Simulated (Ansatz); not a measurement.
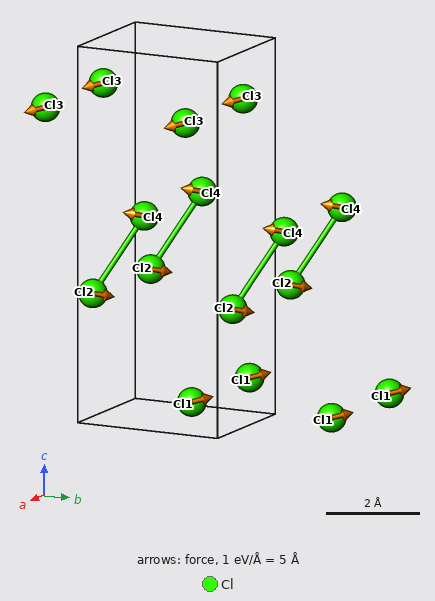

Starting geometry of solid Cl (set up in Cmce) with the computed forces as orange arrows. A ball-and-stick model of the cell of the calculation, repeated 2 × 2 × 1 with one cell outlined, seen slightly off an axis.

These are results of DFT PBE+D3(BJ), scalar-relativistic, plane waves, PAW (Ansatz), not measurements.

Input file:
```yaml
crystal:
  lattice:
    - [3.12, -2.24, 0.0]
    - [3.12, 2.24, 0.0]
    - [0.0, 0.0, 8.26]
  atoms:
    - { symbol: Cl, position: [0.13, 0.87, 0.1] }
    - { symbol: Cl, position: [0.63, 0.37, 0.4] }
    - { symbol: Cl, position: [0.87, 0.13, 0.9] }
    - { symbol: Cl, position: [0.37, 0.63, 0.6] }
basis:
  ecutwfc: 420
kpoints:
  mp_grid: { grid: [8, 8, 4] }
hamiltonian:
  xc: pbe
  dispersion: d3bj
scf:
  occupations: { method: gaussian, width: 0.02 }
output:
  forces: true
  stress: true
  eigenvalues: true
  write_density: true
  write_potential: true
  elf: true
  volumetric_format: npy
relax:
  adjacent_minimum: "off"
  f_tol: 0.005
  max_steps: 80
  cell: { stress_tol: 0.05 }
```

Launched with:
```bash
ansatz run input.yaml --threads 1 --pin off --max-ram 2560MiB --backend cpu --events-out ev --progress --plain --runs-dir out
```

Question: Is this structure relaxed? If not, where do the atoms go?

Answer: It isn't relaxed: the largest force vector, on Cl atoms, is 0.10 eV/Å. The final displacements follow the starting forces only in part (cosine between the two patterns 0.48). The energy falls by 54.4 meV per cell of the calculation in 7 accepted moves (10 points after the start). Largest force component: 0.1 eV/Å at the start, 0.0019 eV/Å at the end. Pressure: −0.51 GPa at the start and 0.00 GPa at the end. The line search rejected the trial steps at points 5, 8 of the run. The SCF was repeated once at an unchanged geometry on a basis and grid sized afresh for the cell, which shifted the energy by 0.1 meV per cell of the calculation at most. The largest moves relative to the cell, 0.075 Å, are those of Cl1, Cl2, Cl3 and Cl4. Cl3 goes along [1 −1 −2]. The drawn cell changes as follows: a = b 3.841 → 3.873 Å (+0.8 %), c 8.260 → 8.092 Å (−2.0 %), γ 71.4° → 63.4°; the volume changes by −6.0 %. Near-neighbour distances that change, for instance: Cl1–Cl3 2.021 → 2.033 Å. The space group stays Cmce (No. 64). The run took 46 s on 1 thread of Intel(R) Xeon(R) 6975P-C (Granite Rapids) (shared host), peak memory 0.48 GiB.
